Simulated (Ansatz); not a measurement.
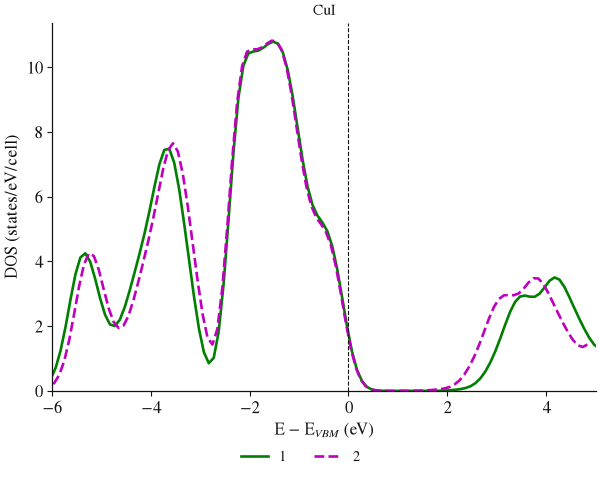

Total densities of states of CuI, space group P-3m1 (No. 164), 4 atoms in the cell, relaxed with r2SCAN+rVV10 (a = 4.095 Å, c = 7.210 Å (hexagonal axes)), by two methods on the same cell. The DOS curves are built from the levels of the k mesh with Gaussians 0.55 eV wide, which also blur the band edges; ripples of that width can come from the mesh. Each is counted from its own valence-band top.

Which curve is which? The methods: PBE, r2SCAN.

1 is r2SCAN; 2 is PBE. r2SCAN gives a gap of 2.14 eV and PBE gives a gap of 1.66 eV.

Settings. r2SCAN: Ansatz PAW set, no spin polarisation, no spin-orbit coupling, 12×12×4 k mesh, 500 eV cutoff, fixed occupations (Ansatz 0.2.0). PBE: Ansatz PAW set, no spin polarisation, no spin-orbit coupling, 12×12×4 k mesh, 420 eV cutoff, Fermi-Dirac smearing of 0.02 eV (Ansatz).

Gaps are the smallest over all k points computed. Spin-orbit coupling is left out, which matters for I. LDA, GGA and most meta-GGA functionals understate gaps. The usual form of CuI is zincblende. r2SCAN: the PAW data sets were made with another functional.
